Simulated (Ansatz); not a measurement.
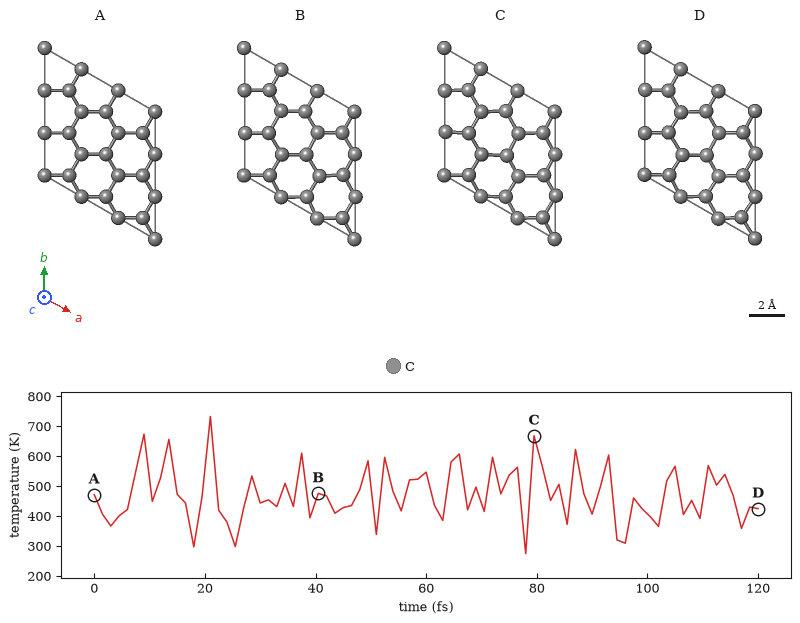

A Born-Oppenheimer molecular dynamics run of a slab of graphene monolayer (18 atoms in the cell), 120 fs long. Frames (A at 0 fs, B at 40 fs, C at 80 fs, D at 120 fs) and the history of the run. Style: ball-and-stick. Shown: the simulation cell, with the vacuum cut short, along the c axis. Bonds to atoms that aren't drawn are left out.

Theory: DFT PBE-D3(BJ), scalar-relativistic, plane waves, PAW (Ansatz 0.2.0). Settings: plane-wave cutoff 420 eV; k-point mesh 2 × 2 × 1; Fermi-Dirac smearing 0.05 eV; Langevin thermostat (NVT); set temperature 500 K; time step 1.5 fs; friction 1 per fs.

Input
```yaml
crystal:
  lattice:
    - [7.398, 0.0, 0.0]
    - [-3.699, 6.406856, 0.0]
    - [0.0, 0.0, 13.0]
  atoms:
    - { symbol: C, position: [0.0, 0.0, 0.0769231] }
    - { symbol: C, position: [0.22222222, 0.11111111, 0.0769231] }
    - { symbol: C, position: [0.0, 0.33333333, 0.0769231] }
    - { symbol: C, position: [0.22222222, 0.44444444, 0.0769231] }
    - { symbol: C, position: [0.0, 0.66666666, 0.0769231] }
    - { symbol: C, position: [0.22222222, 0.77777777, 0.0769231] }
    - { symbol: C, position: [0.33333333, 0.0, 0.0769231] }
    - { symbol: C, position: [0.55555556, 0.11111111, 0.0769231] }
    - { symbol: C, position: [0.33333333, 0.33333333, 0.0769231] }
    - { symbol: C, position: [0.55555556, 0.44444444, 0.0769231] }
    - { symbol: C, position: [0.33333333, 0.66666666, 0.0769231] }
    - { symbol: C, position: [0.55555555, 0.77777777, 0.0769231] }
    - { symbol: C, position: [0.66666667, 0.0, 0.0769231] }
    - { symbol: C, position: [0.88888889, 0.11111111, 0.0769231] }
    - { symbol: C, position: [0.66666667, 0.33333333, 0.0769231] }
    - { symbol: C, position: [0.88888889, 0.44444444, 0.0769231] }
    - { symbol: C, position: [0.66666667, 0.66666666, 0.0769231] }
    - { symbol: C, position: [0.88888889, 0.77777777, 0.0769231] }
basis:
  ecutwfc: 420.0
kpoints:
  mp_grid: { grid: [2, 2, 1] }
hamiltonian:
  xc: pbe
  dispersion: d3bj
scf:
  occupations: { method: fermi_dirac, width: 0.05 }
  lower_state_search: "off"
md:
  timestep: 1.5
  n_steps: 80
  ensemble: nvt_langevin
  temperature: 500.0
  initial_velocities: maxwell_boltzmann
  seed: 453724
  friction: 1.0
```

Launched with:
```bash
ansatz run input.yaml --threads 1 --pin off --max-ram 3072MiB --backend cpu --events-out ev --progress --plain --runs-dir out
```

Q: Describe the run.

A: Over the second half the temperature averages 474 K (spread ±92 K). The potential energy in the second half lies on average 56.5 meV per atom above the first frame. Root-mean-square distances from the starting positions over the second half, with the common drift of all atoms taken out: C 0.08 Å. That is small against the typical shortest distance between atoms in the first frame, about 1.4 Å: the atoms vibrate about their sites and the arrangement holds. The friction is so strong that the slow modes are overdamped, and the motion no longer resembles free dynamics.

Cost: 7.6 min on 1 thread of Arm Neoverse V2, on a shared host, peak memory 0.7 GiB.
